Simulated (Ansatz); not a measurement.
Run report: Ge₅₂Si₁₂, geometry relaxation (part 2 of 2)

Ge₅₂Si₁₂ (P1, 64 atoms in the cell); DFT, PBEsol, PAW, plane waves (Ansatz 0.2.0); cutoff 420 eV, 1×1×1 k-mesh, Fermi–Dirac smearing of 0.01 eV. The structure was built on a prototype by a generator.

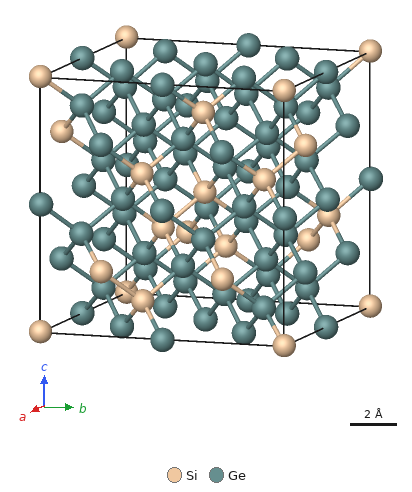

**Figure 1.** The starting structure (ball-and-stick view of the cell of the calculation, seen slightly off an axis).

```
SCF converged after 6 iterations
Free energy (F): -228632.145327 eV
Harris-Foulkes:  -228632.145327 eV  (|F-HF|=2.62e-10)
Internal energy: -228632.145327 eV  (E = F + TS)
E sigma→0 (E₀):  -228632.145327 eV
Fermi energy:    8.001975 eV
--- Per-component energies (eV) ---
  E_band       = -7943.003373
  E_kinetic    = 6297.641253
  E_local      = -137131.797120  (includes V_loc(G=0)·N_el)
  E_nonlocal   = 22187.436909
  E_hartree    = 60508.018141
  E_xc         = -4551.131753
  E_vxc        = -3925.283387  (∫ρ·V_xc dr)
  E_paw        = -108936.649074  (= ΣΔE_a)
  E_vpaw       = -16387.054529  (= ΣTr[D̂ρ^β])
  E_aug_tail   = 0.016342  (compensation charges beyond the density's cutoff)
  E_ewald      = -67053.791437
  E_core_change = 48.111412  (= ΣΔE_core)
  E_smearing   = -0.000000  (= −TS)
  E_closure    = 0.000000  (closes the sum)
  Σ components = -228632.145327   (vs F -228632.145327, Δ=0.00e0)
--- Forces (eV/Å), atoms counted from 1 ---
  atom   1  Si     0.00932904     0.00027275     0.00086944
  atom   2  Si     0.00167260     0.00068311    -0.00134414
  atom   3  Si     0.01119187     0.00248420    -0.00138739
  atom   4  Si    -0.00558436    -0.00512563     0.01054022
  atom   5  Si    -0.00097681     0.01338242     0.00177258
  atom   6  Si    -0.00266552     0.00892624    -0.00040316
  atom   7  Si    -0.00686705    -0.00503547    -0.00348208
  atom   8  Si     0.00518995     0.00293131     0.00296665
  atom   9  Si    -0.00126223    -0.00031913     0.00115662
  atom  10  Si     0.00147692     0.00238697    -0.00500316
  atom  11  Si    -0.00318471     0.00476600     0.00147553
  atom  12  Si    -0.01130539     0.00937389     0.00134313
  atom  13  Ge     0.00671347    -0.00971986     0.00049549
  atom  14  Ge    -0.00107853    -0.00193770    -0.00123897
  atom  15  Ge     0.00053561    -0.00552107    -0.00083627
  atom  16  Ge    -0.00074770    -0.00258278     0.00229720
  atom  17  Ge     0.00480786    -0.00026282     0.00040368
  atom  18  Ge    -0.00472184     0.00018048    -0.00276262
  atom  19  Ge    -0.00539607     0.00294427     0.00749906
  atom  20  Ge    -0.00275539    -0.00292578    -0.00266320
  atom  21  Ge    -0.00120729    -0.00331406     0.00420341
  atom  22  Ge     0.01018328     0.00265029    -0.00124013
  atom  23  Ge    -0.00492042    -0.00184122    -0.00399240
  atom  24  Ge     0.00201962    -0.00328515     0.00264481
  atom  25  Ge     0.00253968     0.00862834     0.00072768
  atom  26  Ge    -0.00476726    -0.00920489    -0.00845642
  atom  27  Ge     0.00057476     0.00223218    -0.00906072
  atom  28  Ge     0.00217398     0.00014087     0.00566293
  atom  29  Ge     0.00040486    -0.00045505     0.00370551
  atom  30  Ge    -0.00269939     0.00136736    -0.00846155
  atom  31  Ge     0.00343815     0.00026083     0.00629651
  atom  32  Ge     0.00016141     0.00089053    -0.00333595
  atom  33  Ge    -0.00080387    -0.00389319    -0.00269781
  atom  34  Ge     0.00061503     0.00317469     0.00736080
  atom  35  Ge     0.00311175    -0.00009194     0.00576871
  atom  36  Ge     0.00445410     0.00709493    -0.00860908
  atom  37  Ge     0.00216247     0.00806937    -0.00056124
  atom  38  Ge    -0.00414990     0.00455630     0.00149382
  atom  39  Ge    -0.00564217    -0.00371680     0.00461923
  atom  40  Ge    -0.00388725    -0.00750486    -0.00448845
  atom  41  Ge     0.00036353     0.00518809     0.00322855
  atom  42  Ge    -0.00271323    -0.00949933     0.00424376
  atom  43  Ge    -0.00544321     0.00345001     0.00105989
  atom  44  Ge    -0.00010959    -0.00973474     0.00000303
  atom  45  Ge     0.00148398     0.00486050    -0.00343762
  atom  46  Ge    -0.00776726     0.00326860    -0.00419308
  atom  47  Ge     0.00169191    -0.00970980     0.00333531
  atom  48  Ge     0.00481864    -0.00540850     0.00582623
  atom  49  Ge    -0.00165302     0.00069667    -0.00175825
  atom  50  Ge     0.00390541    -0.00202252     0.00273084
  atom  51  Ge    -0.00862319    -0.00221306    -0.00050800
  atom  52  Ge    -0.00747185     0.00018361    -0.00773898
  atom  53  Ge     0.00090124     0.00254624    -0.00408700
  atom  54  Ge    -0.00681617     0.00205395     0.00449682
  atom  55  Ge     0.00695796     0.00424286    -0.00157647
  atom  56  Ge    -0.00688632     0.00306808    -0.00267542
  atom  57  Ge    -0.00844436    -0.00037500     0.00183155
  atom  58  Ge     0.01138266    -0.00160666     0.01207510
  atom  59  Ge     0.00689721    -0.00426709    -0.00444539
  atom  60  Ge     0.00492388     0.00301432     0.00531070
  atom  61  Ge     0.00098897    -0.00121215    -0.00727752
  atom  62  Ge     0.00582904    -0.00450106    -0.00572962
  atom  63  Ge     0.00450055    -0.00615560    -0.00173140
  atom  64  Ge     0.00314783     0.00347028    -0.00225958
  max |Σ_I F_I| component: 2.39e-6 eV/Å
--- Stress (GPa, compression-positive) ---
        0.010883       0.009975      -0.003323
        0.009975       0.007229      -0.012806
       -0.003323      -0.012806       0.012051
  P = ⅓ Tr σ = 0.0101 GPa (0.101 kbar)
--- Band table (eV) ---
  k-point 0: bands = ["-16.7016", "-16.7012", "-16.7003", "-16.7001", "-16.6998", "-16.6991", "-16.6986", "-16.6974", "-16.6963", "-16.6946", ... 256 levels left out ..., "-3.7807", "-3.7716", "-2.1835", "-2.1818", "-2.1719", "-2.1673", "-2.1635", "-2.1599", "-2.1582", "-2.1555", "-2.1533", "-2.1488", "-2.1473", "-2.1398", "-2.1011", "-2.0703", "-2.0673", "-2.0372", "-2.0204", "-1.9941", "-1.9706", "-1.9017", "-1.8553", "-1.7975", "-1.7296", "-1.7174", "0.6342", "0.6397", "0.6533",
      "0.6630", "0.6802", "0.6962", "0.6988", "0.7151", "0.7239", "0.7345", "0.7456", "0.7539", "0.7930", "0.8398", "0.8510", "0.8857", "0.9111", "0.9280", "0.9726", "1.0218", "1.0773", "1.2080", "1.2398", "1.2517", "3.3346", "3.3625", "3.3917", "3.4610", "3.5446", "3.5596", "3.5765", "3.5999", "4.2278", "4.2452", "4.2567", "4.2616", "4.2687", "4.2716", "4.2852", "4.2903", "4.3042", "4.3059", "4.3080",
      "4.3137", "4.3195", "4.3273", "4.3291", "4.3411", "4.3512", "4.3564", "4.3676", "4.3797", "4.3897", "4.3916", "4.3966", "4.4082", "5.5318", "5.5361", "5.5674", "5.5857", "5.5907", "5.6023", "5.6242", "5.6401", "5.6496", "5.6538", "5.6593", "5.6715", "5.6750", "5.6845", "5.6938", "5.6978", "5.7082", "5.7151", "5.7252", "5.7333", "5.7373", "5.7412", "5.7540", "5.7607", "7.0772", "7.0822", "7.0991",
      "7.1085", "7.1224", "7.1327", "7.1648", "7.1738", "7.1854", "7.1930", "7.2104", "7.2196", "7.2473", "7.2561", "7.2660", "7.2920", "8.7131", "8.7272", "8.7826", "8.8540", "8.8702", "8.9148", "8.9376", "8.9749", "9.1687", "9.1831", "9.2106", "9.2213", "9.2588", "9.2684", "9.2904", "9.3156", "9.3374", "9.3560", "9.3675", "9.3955", "9.3998", "9.4167", "9.4513", "9.4645", "9.4849", "9.5052", "9.5188",
      "9.5662", "9.5862", "9.6028", "9.6171", "9.6323", "11.4316", "11.4382", "11.4501", "11.4945", "11.4975", "11.5327", "11.5558", "11.5645", "11.5765", "11.5890", "11.6073", "11.6295", "11.6435", "11.6519", "11.6769", "11.7012", "12.0810", "12.1016", "12.1104", "12.1425", "12.1699", "12.1760", "12.1978", "12.1993", "12.2144", "12.2335", "12.2464", "12.2583", "12.2770", "12.3059", "12.3109", "12.3345", "12.3506", "12.3581", "12.3972",
      "12.4012", "12.4227", "12.4744", "12.4865", "12.4970", "13.1166", "13.1375", "13.1872", "13.2004", "13.2165", "13.2567"]
--- Relaxed structure (3 steps of the walk, 3 accepted, 1 SCFs on fresh bases) ---
  F+E_penalty+E_count = -228632.14532740 eV   max|allowed force component| = 1.338e-2 eV/Å   (the final SCF, on the basis selected at the relaxed cell)
  cell:  # Å, volume = 1423.4736 Å³
    - [11.249066287606997, -9.53588559225956e-145, -8.73046361105401e-146]
    - [-9.53588559225956e-145, 11.249066287606997, -4.879794083690896e-145]
    - [-8.73046361105401e-146, -4.879794083690896e-145, 11.249066287606997]
  atoms:
    - { symbol: Si, position: [-0.0005438957709174295, 0.0006278641194149042, 0.00033984081861188444] }
    - { symbol: Si, position: [0.5020862430423285, 0.4988686901713058, 0.49748415719950195] }
    - { symbol: Si, position: [0.8760870664330528, 0.3738330339080158, 0.12701387152779497] }
    - { symbol: Si, position: [0.8747473586983027, 0.3759458247702899, 0.6246360636964842] }
    - { symbol: Si, position: [0.8735258000957691, 0.8765388831700422, 0.6266861331706909] }
    - { symbol: Si, position: [0.2489860220670974, 0.5002398490653854, 0.25058339955685005] }
    - { symbol: Si, position: [0.7531526782256897, -0.0011481582623536993, 0.7484537776136689] }
    - { symbol: Si, position: [0.8750671910774572, 0.6244873824642491, 0.8748612347095359] }
    - { symbol: Si, position: [-0.001373290634351936, 0.2523138713684571, 0.24736503738504828] }
    - { symbol: Si, position: [0.002529185003251431, 0.7516793151430717, 0.25172399209853225] }
    - { symbol: Si, position: [0.12252085452918136, 0.8732039151886092, 0.37392407334443417] }
    - { symbol: Si, position: [0.6247187166410623, 0.3772999427996469, 0.37724977497520845] }
    - { symbol: Ge, position: [0.998894635613404, -0.0032099600848510073, 0.4992761390794347] }
    - { symbol: Ge, position: [-0.0036057340352671752, 0.5009618860793191, 1.002197658910725] }
    - { symbol: Ge, position: [0.9986009149506323, 0.49847404163049513, 0.5003582043019216] }
    - { symbol: Ge, position: [0.5013137950895646, 1.0006845891946285, 0.9995738245216418] }
    - { symbol: Ge, position: [0.5008632185434021, 0.0006438672457600236, 0.5008108167339632] }
    - { symbol: Ge, position: [0.4998128392484146, 0.5003068113781869, 0.000527228545707462] }
    - { symbol: Ge, position: [0.12002455179168606, 0.12529453790505202, 0.12518291962953745] }
    - { symbol: Ge, position: [0.12412862516604825, 0.1250313566207466, 0.6236462776934665] }
    - { symbol: Ge, position: [0.1244233656740392, 0.6253559545883871, 0.129467660083925] }
    - { symbol: Ge, position: [0.1228305957525407, 0.6262080484713933, 0.6251652672311736] }
    - { symbol: Ge, position: [0.6257305977939286, 0.12690909428096864, 0.12598756536595415] }
    - { symbol: Ge, position: [0.629058602838791, 0.12388633935117851, 0.6265554225967256] }
    - { symbol: Ge, position: [0.6270974447573675, 0.6242442027783958, 0.12479936795678938] }
    - { symbol: Ge, position: [0.6250334625563165, 0.6227205648208757, 0.6224512710721333] }
    - { symbol: Ge, position: [0.248303052697478, 0.25048878526182106, 0.0013892575594889693] }
    - { symbol: Ge, position: [0.2495122845228882, 0.25133795512634755, 0.4983124888535043] }
    - { symbol: Ge, position: [0.24837820736762303, 0.7502269112760803, 1.0010579721577213] }
    - { symbol: Ge, position: [0.2475687799290996, 0.750302364248782, 0.4969606769225754] }
    - { symbol: Ge, position: [0.753433856116824, 0.25080628023035356, 1.0018280686510455] }
    - { symbol: Ge, position: [0.7502383694389557, 0.2544767548076667, 0.5004297451203723] }
    - { symbol: Ge, position: [0.753622567219194, 0.7489693418560014, -0.0018297293048737799] }
    - { symbol: Ge, position: [0.7519959041113479, 0.7521603893411422, 0.5018602652920208] }
    - { symbol: Ge, position: [0.3728836775846993, 0.377313110574229, 0.12764174796406041] }
    - { symbol: Ge, position: [0.37791706984120077, 0.3768281065623475, 0.6221450433828528] }
    - { symbol: Ge, position: [0.3746105693474807, 0.8752826343317303, 0.12564156034641738] }
    - { symbol: Ge, position: [0.3737068843554334, 0.8748341198348557, 0.6239762170862402] }
    - { symbol: Ge, position: [0.8802762857992886, 0.8744774462969951, 0.12490095770430434] }
    - { symbol: Ge, position: [0.24606220590561564, 0.9988615570948541, 0.2516637488252744] }
    - { symbol: Ge, position: [0.24883197103325042, 1.0003190594452853, 0.7505436935656805] }
    - { symbol: Ge, position: [0.2505484144519032, 0.5010008960455176, 0.7490055699689014] }
    - { symbol: Ge, position: [0.752082211071782, 1.0004490370938839, 0.24934223812668477] }
    - { symbol: Ge, position: [0.7511918129020309, 0.4970403571842339, 0.2512398921755898] }
    - { symbol: Ge, position: [0.7536826879333587, 0.5002930820967482, 0.7495396700948648] }
    - { symbol: Ge, position: [0.37480356813214455, 0.12501111636186837, 0.37510578035041403] }
    - { symbol: Ge, position: [0.3747454843277252, 0.12609817924785777, 0.8752413423578638] }
    - { symbol: Ge, position: [0.37477812292381746, 0.6208155220818411, 0.3748527572914578] }
    - { symbol: Ge, position: [0.3749362796359076, 0.6260438968964855, 0.8753040462495884] }
    - { symbol: Ge, position: [0.8768736750012132, 0.1287470160800058, 0.37351818524721614] }
    - { symbol: Ge, position: [0.875333339686743, 0.12157380893996343, 0.8747216528740547] }
    - { symbol: Ge, position: [0.8772653531728438, 0.6275218717501729, 0.37397770049044027] }
    - { symbol: Ge, position: [-0.0027841152686088025, 0.2508732613790607, 0.7478919921119984] }
    - { symbol: Ge, position: [-0.004642135550863666, 0.7512603668656483, 0.7511701347071036] }
    - { symbol: Ge, position: [0.5013532474363398, 0.25333226151180566, 0.2530717114577998] }
    - { symbol: Ge, position: [0.50184311985997, 0.2502905353194183, 0.7498242244230447] }
    - { symbol: Ge, position: [0.500472504057984, 0.7487298654079776, 0.250521099174917] }
    - { symbol: Ge, position: [0.5006611268677192, 0.7497831992396781, 0.7485117937875558] }
    - { symbol: Ge, position: [0.1237494669003761, 0.3752824552220797, 0.3705574767230501] }
    - { symbol: Ge, position: [0.1231455098574723, 0.37609406668661494, 0.8748197475908784] }
    - { symbol: Ge, position: [0.12180367116997345, 0.876901365689839, 0.8772313292701124] }
    - { symbol: Ge, position: [0.6272551743157464, 0.3756365621127513, 0.8757750464361025] }
    - { symbol: Ge, position: [0.6259573135205698, 0.8755121158035092, 0.37533661269713814] }
    - { symbol: Ge, position: [0.6285556371746791, 0.8763415965278722, 0.8721553024470744] }
--- Löwdin populations: 64 sites ---
  site symbol       q [e]
     0     Si      3.8818
     1     Si      3.9084
     2     Si      3.9060
     3     Si      3.8828
     4     Si      3.9064
     5     Si      3.8822
     6     Si      3.9084
     7     Si      3.8819
     8     Si      3.9067
     9     Si      3.9066
    10     Si      3.9082
    11     Si      3.9069
    12     Ge     14.0233
    13     Ge     14.0231
    14     Ge     14.0010
    15     Ge     13.9802
    16     Ge     13.9817
    17     Ge     13.9815
    18     Ge     14.0280
    19     Ge     13.9787
    20     Ge     14.0262
    21     Ge     13.9772
    22     Ge     13.9804
    23     Ge     14.0031
    24     Ge     13.9787
    25     Ge     14.0015
    26     Ge     13.9785
    27     Ge     13.9794
    28     Ge     13.9796
    29     Ge     14.0021
    30     Ge     14.0031
    31     Ge     14.0249
    32     Ge     14.0016
    33     Ge     14.0026
    34     Ge     14.0039
    35     Ge     14.0037
    36     Ge     13.9797
    37     Ge     13.9801
    38     Ge     14.0257
    39     Ge     14.0012
    40     Ge     13.9817
    41     Ge     13.9801
    42     Ge     13.9779
    43     Ge     14.0237
    44     Ge     14.0280
    45     Ge     13.9793
    46     Ge     13.9832
    47     Ge     14.0266
    48     Ge     13.9838
    49     Ge     13.9974
    50     Ge     14.0253
    51     Ge     13.9977
    52     Ge     14.0025
    53     Ge     14.0261
    54     Ge     14.0034
    55     Ge     13.9790
    56     Ge     13.9794
    57     Ge     13.9790
    58     Ge     14.0272
    59     Ge     13.9772
    60     Ge     14.0038
    61     Ge     13.9780
    62     Ge     13.9813
    63     Ge     14.0027
  spilling = 0.001751 (of n_electrons = 776.000000)
```

## Key numbers

```tsv
quantity	value
outcome	converged
space group (tolerance 0.01 Å)	P1 (1)
electrons treated	776
free energy	−228632.1453 eV
Fermi energy	8.002 eV
pressure	0.01 GPa
largest force (length of the vector) at the end	0.016 eV/Å
final cell	a = 11.249 Å, b = 11.249 Å, c = 11.249 Å, α = 90.00°, β = 90.00°, γ = 90.00°
wall time	7.3 s (CPU time 8.7 s)
peak memory	2.1 GiB
```

## Remarks

The k-point mesh is coarse for a cell of this size, so the results may not be converged.
